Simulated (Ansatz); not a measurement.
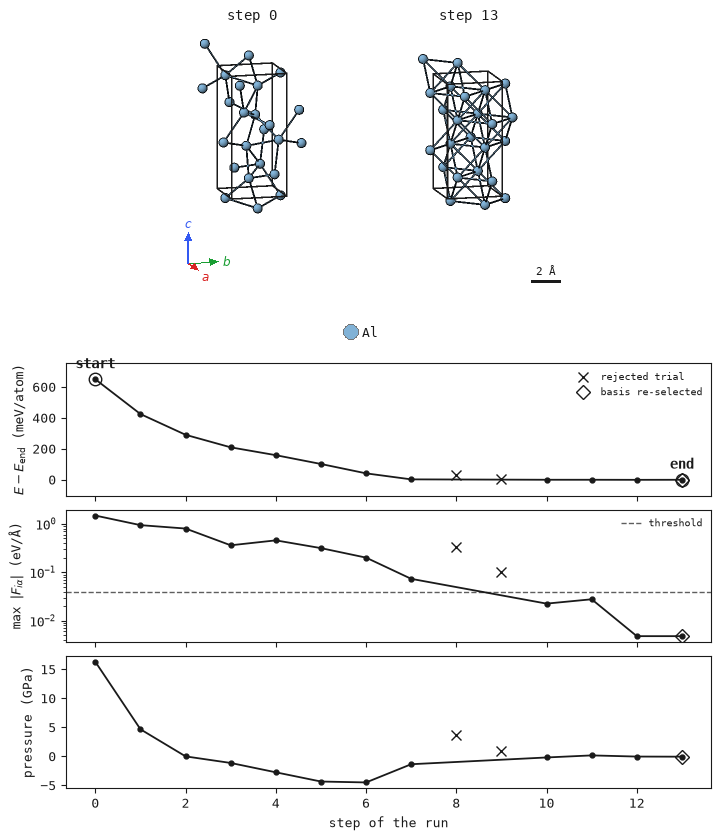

First and last geometry of a relaxation of crystalline Al (a generated structure, set up in P4_3) (coarse preliminary run), with the history of the run. The picture is a ball-and-stick view of the cell of the calculation, seen slightly off an axis.

These are results of DFT PBE, scalar-relativistic, plane waves, PAW in Ansatz 0.2.0, not measurements.

The input:
```yaml
crystal:
  lattice:
    - [4.03153491, 0.0, 0.0]
    - [0.0, 4.03153491, 0.0]
    - [0.0, 0.0, 8.83078862]
  atoms:
    - { symbol: Al, position: [0.08352246, 0.75502767, 0.19144233] }
    - { symbol: Al, position: [0.91647754, 0.24497233, 0.69144233] }
    - { symbol: Al, position: [0.24497233, 0.08352246, 0.94144233] }
    - { symbol: Al, position: [0.75502767, 0.91647754, 0.44144233] }
    - { symbol: Al, position: [0.57925971, 0.58300539, 0.87423151] }
    - { symbol: Al, position: [0.42074029, 0.41699461, 0.37423151] }
    - { symbol: Al, position: [0.41699461, 0.57925971, 0.62423151] }
    - { symbol: Al, position: [0.58300539, 0.42074029, 0.12423151] }
basis:
  ecutwfc: 420
kpoints:
  mp_grid: { grid: [4, 4, 2] }
hamiltonian:
  xc: pbe
scf:
  occupations: { method: gaussian, width: 0.1 }
  lower_state_search: "off"
output:
  forces: true
  stress: true
  eigenvalues: true
relax:
  adjacent_minimum: "off"
  f_tol: 0.04
  max_steps: 70
  cell: { stress_tol: 0.4 }
```

Launched with:
```bash
ansatz run input.yaml --threads 1 --pin off --max-ram 2560MiB --backend cpu --events-out ev --progress --plain --runs-dir out
```

> What do the curves and the structures tell?

It converged. The largest moves relative to the cell, 1.00 Å, are those of Al5, Al6, Al7 and Al8. Al6 goes roughly along [−3 −3 1]. The drawn cell changes as follows: a = b 4.032 → 4.002 Å (−0.7 %), c 8.831 → 8.245 Å (−6.6 %); the volume changes by −8.0 %. Some distances before and after: Al5–Al7 4.035 → 2.873 Å, Al1–Al3 3.553 → 2.873 Å, Al1–Al5 3.530 → 2.875 Å, Al1–Al5 (another image) 3.510 → 2.873 Å. Among the angles between lasting bonds that change: Al3–Al1–Al6 132.2° → 179.9°, Al6–Al1–Al8 107.3° → 60.5°, Al3–Al1–Al8 82.7° → 119.5°. The space group (tolerance 0.01 Å) goes from P4_3 (No. 78) to I4/mmm (No. 139). Over 10 accepted moves (13 points after the start) the energy falls by 650 meV per atom. The largest force component goes from 1.5 to 0.0048 eV/Å. Pressure: 16.31 GPa at the start and −0.05 GPa at the end. The line search rejected the trial steps at points 8, 9 of the run. At 1 point the geometry stayed and the basis and grid were re-selected for the new cell (energy shift of 0.3 meV per atom at most each time). The run took 45 s on 1 thread of Arm Neoverse V1, on a shared host, peak memory 0.31 GiB.

Limits of the set-up: the k-point mesh is coarse for a cell with partly filled bands.
